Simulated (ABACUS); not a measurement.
# A series of single points on In

System: In (I4/mmm, 1 atom in the cell).
Method: Kohn-Sham DFT of a periodic cell, PBE, PseudoDojo NC SR 0.4.1 PBE standard, no spin polarisation (ABACUS 3.10.1).

The 7 runs differ only in the geometry, by an even scaling of the cell at fixed fractional positions. The structure derives from an entry of the Crystallography Open Database.

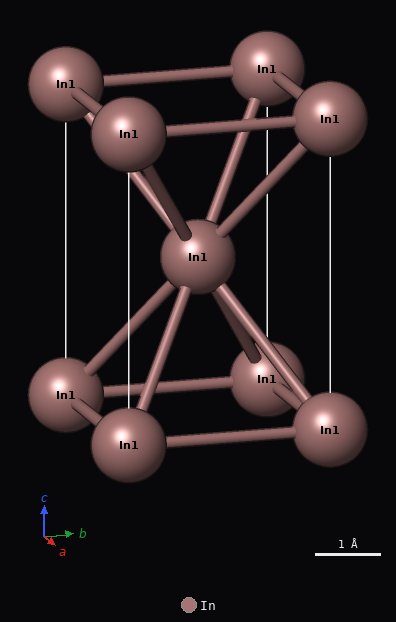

Figure 1. The structure of run 4 (ball-and-stick view of the cell 2 times as large as that of the calculation, set on its symmetry axes, seen slightly off an axis; atoms are numbered from 1 in the order of the input).

## The input of run 4
```
INPUT_PARAMETERS
suffix              In
calculation         scf
basis_type          pw
pseudo_dir          ./
symmetry            1
dft_functional      pbe
ecutwfc             71
pseudo_rcut         10
nspin               1
nbands              11
ks_solver           dav
smearing_method     fd
smearing_sigma      0.00367493
scf_thr             1e-08
scf_nmax            100
mixing_type         broyden
mixing_beta         0.7
cal_force           1
cal_stress          1
kpar                4
```

## File STRU of run 4
```
ATOMIC_SPECIES
In 114.8180 In.upf

LATTICE_CONSTANT
1.8897261246

LATTICE_VECTORS
-1.6254700000 1.6254700000 2.4737000000
1.6254700000 -1.6254700000 2.4737000000
1.6254700000 1.6254700000 -2.4737000000

ATOMIC_POSITIONS
Direct

In
0.0
1
0.0000000000 0.0000000000 0.0000000000 1 1 1
```

## File KPT of run 4
```
K_POINTS
0
Gamma
11 11 11 0 0 0
```

Command:
```bash
OMP_NUM_THREADS=1 mpirun -np 4 abacus > log
```

Lattice vectors (Å) and fractional positions of run 4:
```
  -1.625470    1.625470    2.473700
   1.625470   -1.625470    2.473700
   1.625470    1.625470   -2.473700
In  0.000000  0.000000  0.000000
```

Run 3 differs from it as follows:
```diff
--1.6254700000 1.6254700000 2.4737000000
-1.6254700000 -1.6254700000 2.4737000000
-1.6254700000 1.6254700000 -2.4737000000
+-1.6145604767 1.6145604767 2.4570974863
+1.6145604767 -1.6145604767 2.4570974863
+1.6145604767 1.6145604767 -2.4570974863
```

## Results, with one run withheld

```tsv
run	volume per atom (Å³)	free energy per atom, from the lowest run given (meV)	pressure (GPa)
1	24.575	42.23	5.27
2	25.098	27.13	4.05
3	25.621	?	?
4	26.144	7.73	2.01
5	26.666	2.64	1.16
6	27.189	0.15	0.41
7	27.712	0.00	−0.27
```

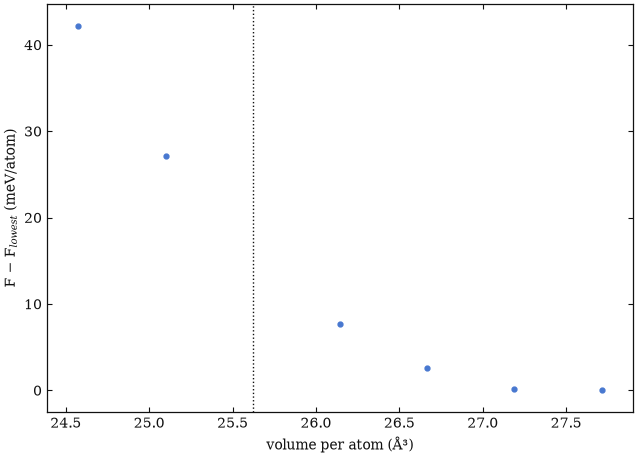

Figure 2. Free energy per atom of the runs given; the dotted line marks run 3.

Estimate the energy of run 3 from the others.

A cubic polynomial in V^(−2/3) (the Birch–Murnaghan form), fitted to the 6 runs given, misses them by under 0.01 meV per atom. With x = V^(−2/3) − 0.11339 Å⁻², it reads F = 7.1648 + 4143 x + 5.9338e+05 x² + 3.0629e+06 x³ (meV per atom). At run 3 it gives 15.77 meV per atom, and the run itself gives 15.77. The slope of the fit gives a pressure −dF/dV of 2.95 GPa there, and the run prints 2.97 GPa. The fit has its minimum at 27.485 Å³ per atom, where V d²F/dV² gives 35 GPa. Cell shape and fractional positions are held, so this is the stiffness under even scaling; the relaxed bulk modulus wasn't computed.

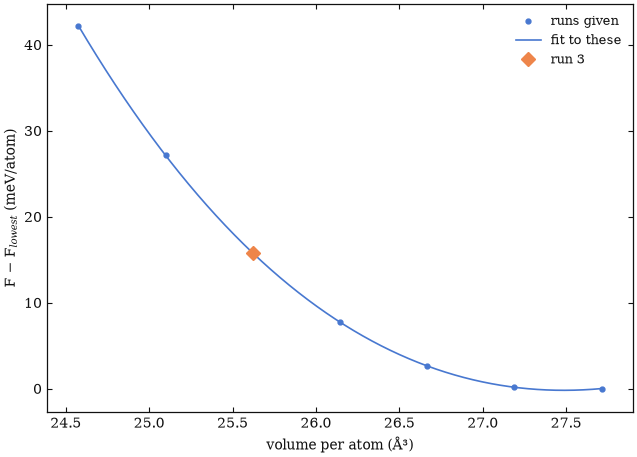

Figure 3. The fit and the withheld run.

## Some lines of the output (run 3)
```
[...]
                          Volume (Bohr^3) = 172.897
                             Volume (A^3) = 25.6207
 E_Fermi        0.8070781336         10.9808613478
 E_Fermi        0.8010249761         10.8985039152
 E_Fermi        0.8002729458         10.8882720180
 E_Fermi        0.7996975049         10.8804427430
 E_Fermi        0.7997067407         10.8805684019
 E_KS(sigma->0) -132.9035009233      -1808.2448967047
 E_Fermi        0.7997102734         10.8806164668
 final etot is -1808.2467594 eV
 EFERMI = 10.880616467 eV
 TOTAL-PRESSURE: 29.715724 KBAR
 !FINAL_ETOT_IS -1808.2467594043080226 eV
```
